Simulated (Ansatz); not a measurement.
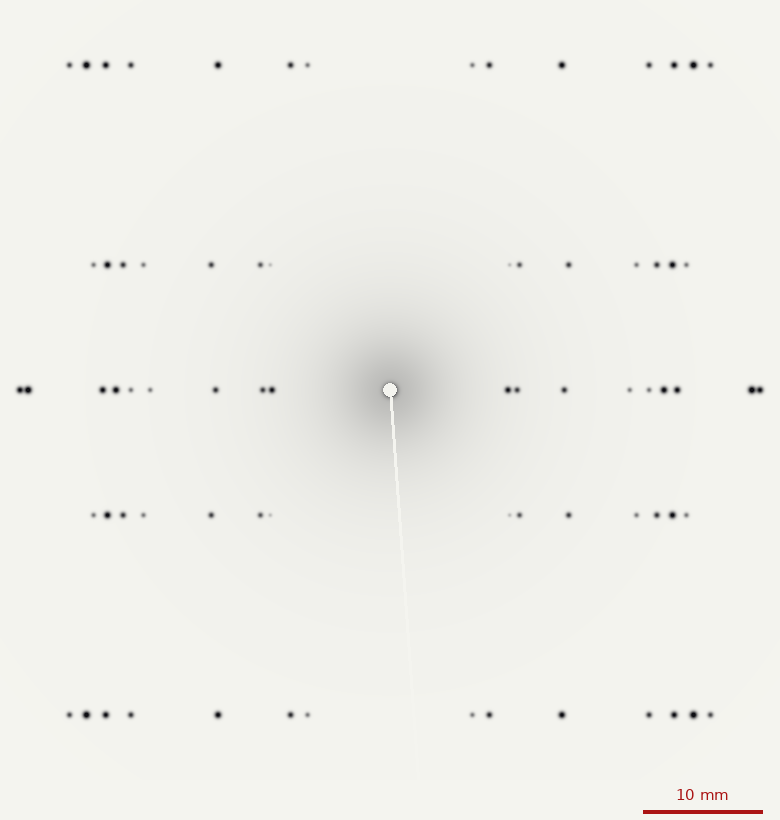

Simulated X-ray rotation photograph: Fe Kα radiation (λ = 1.9373 Å), cylindrical film of radius 28.65 mm unrolled, rotation axis vertical and normal to the beam, kinematic intensities without Lorentz or polarisation factors, the film spanning ±63° about the beam; spots down to d = 1.80 Å.

### Measure the layer lines and find the identity period along the axis.

The first layer line lies 10.6 mm from the equator, so tan ν = 0.369, sin ν = 0.346 and the period is λ/sin ν = 5.60 Å. Further lines follow at 27.5 mm.

The crystal is Ge, space group P-4m2 (No. 115), a = 5.600 Å, c = 5.197 Å. Structure: the end point of a relaxation with DFT PBE, scalar-relativistic, plane waves, PAW in Ansatz; the starting structure was generated, so it need not be a known form of this composition.

### About which axis was it rotated?

About [100] (or an equivalent direction), whose length in the conventional cell is 5.600 Å.
